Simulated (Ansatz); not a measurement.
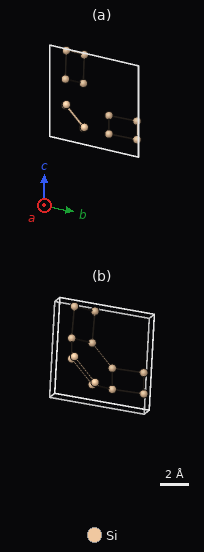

The structure of crystalline Si (a generated structure, set up in R3m) (coarse preliminary run) before (top) and after (bottom) a relaxation, at one scale.

The picture is a ball-and-stick view of the cell of the calculation, seen along the a axis.

The calculation used DFT PBE, scalar-relativistic, plane waves, PAW (Ansatz).

The input:
```yaml
crystal:
  lattice:
    - [5.25075396, 3.03152421, 3.12233059]
    - [-5.25075396, 3.03152421, 3.12233059]
    - [0.0, -6.06304842, 3.12233059]
  atoms:
    - { symbol: Si, position: [0.37949812, 0.66706314, 0.17763405] }
    - { symbol: Si, position: [0.17763405, 0.37949812, 0.66706314] }
    - { symbol: Si, position: [0.66706314, 0.17763405, 0.37949812] }
    - { symbol: Si, position: [0.17763405, 0.66706314, 0.37949812] }
    - { symbol: Si, position: [0.66706314, 0.37949812, 0.17763405] }
    - { symbol: Si, position: [0.37949812, 0.17763405, 0.66706314] }
    - { symbol: Si, position: [0.18796315, 0.98331195, 0.39046049] }
    - { symbol: Si, position: [0.39046049, 0.18796315, 0.98331195] }
    - { symbol: Si, position: [0.98331195, 0.39046049, 0.18796315] }
    - { symbol: Si, position: [0.39046049, 0.98331195, 0.18796315] }
    - { symbol: Si, position: [0.98331195, 0.18796315, 0.39046049] }
    - { symbol: Si, position: [0.18796315, 0.39046049, 0.98331195] }
basis:
  ecutwfc: 420
kpoints:
  mp_grid: { grid: [3, 3, 3] }
hamiltonian:
  xc: pbe
scf:
  occupations: { method: gaussian, width: 0.1 }
  lower_state_search: "off"
output:
  forces: true
  stress: true
  eigenvalues: true
relax:
  adjacent_minimum: "off"
  f_tol: 0.04
  max_steps: 70
  cell: { stress_tol: 0.4 }
```

Command:
```bash
ansatz run input.yaml --threads 1 --pin off --max-ram 2560MiB --backend cpu --events-out ev --progress --plain --runs-dir out
```

> Summarise the run.

The largest moves relative to the cell, 0.34 Å, are those of Si1, Si2, Si3, Si4, Si5 and Si6. Si1 goes roughly along [1 −1 0]. The volume changes by +19.2 %, with a = b = c 6.820 → 7.122 Å (+4.4 %), α 100.7° → 95.7°, β 100.7° → 95.7°, γ 100.7° → 95.7°. Some distances before and after: Si1–Si5 3.020 → 2.371 Å, Si1–Si7 3.009 → 3.379 Å, Si1–Si9 3.015 → 3.377 Å, Si1–Si4 2.120 → 2.425 Å. New bonds form: Si1–Si5 (3.02 → 2.37 Å), Si2–Si4 (3.02 → 2.37 Å), Si3–Si6 (3.02 → 2.37 Å). Bond angles that change, for instance: Si1–Si12–Si8 102.1° → 89.4°, Si1–Si12–Si2 112.5° → 123.2°, Si10–Si1–Si12 133.4° → 123.2°. The space group (tolerance 0.01 Å) goes from R3m (No. 160) to R-3m (No. 166). Over 5 accepted moves (6 points after the start) the energy falls by 818 meV per atom. The largest force component goes from 4.5 to 0.018 eV/Å. Pressure: 24.86 GPa at the start and 0.11 GPa at the end. At 1 point the geometry stayed and the basis and grid were re-selected for the new cell (energy shift of 3.5 meV per atom at most each time). The run took 23 s on 1 thread of Intel(R) Xeon(R) 6975P-C (Granite Rapids), on a shared host, peak memory 0.51 GiB.
